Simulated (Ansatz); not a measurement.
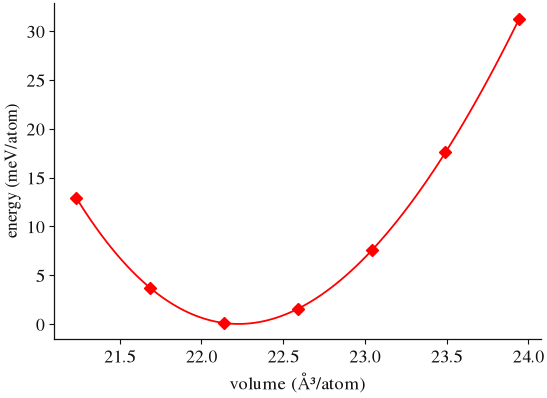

Plotted: energy against volume for GaAs, space group F-43m (No. 216).

Cell as given: a = 3.998 Å, b = 3.998 Å, c = 3.998 Å, α = 60.00°, β = 60.00°, γ = 60.00°; 2 atoms.

How it was computed, with Ansatz 0.2.0: plane-wave DFT, no spin polarisation; energies at scaled volumes of the given cell, shape and fractions fixed, counted from the fit's minimum, third-order Birch-Murnaghan fit. Level: r2SCAN50.

k mesh 4×4×4; occupations Fermi–Dirac; smearing width 0.05 eV; potentials Ansatz PAW; wave cutoff 500 eV; density cutoff 2000 eV.

This calculation gives: equilibrium volume 22.23 Å³/atom and bulk modulus 86.1 GPa.

Now the level changes from r2SCAN50 to m-r2SCAN with m-r2SCAN. The second calculation uses k mesh 8×8×8. How do these quantities change?

The equilibrium volume rises from 22.23 to 22.74 Å³/atom (+2.3 %) and the bulk modulus falls from 86.1 to 72.4 GPa (−16 %).

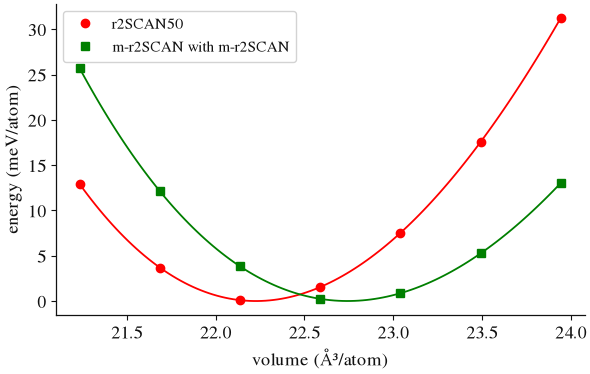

The two results together.

For r2SCAN50, limits of the calculation: coarse k mesh.

V0 and the bulk modulus come from third-order Birch–Murnaghan fits.
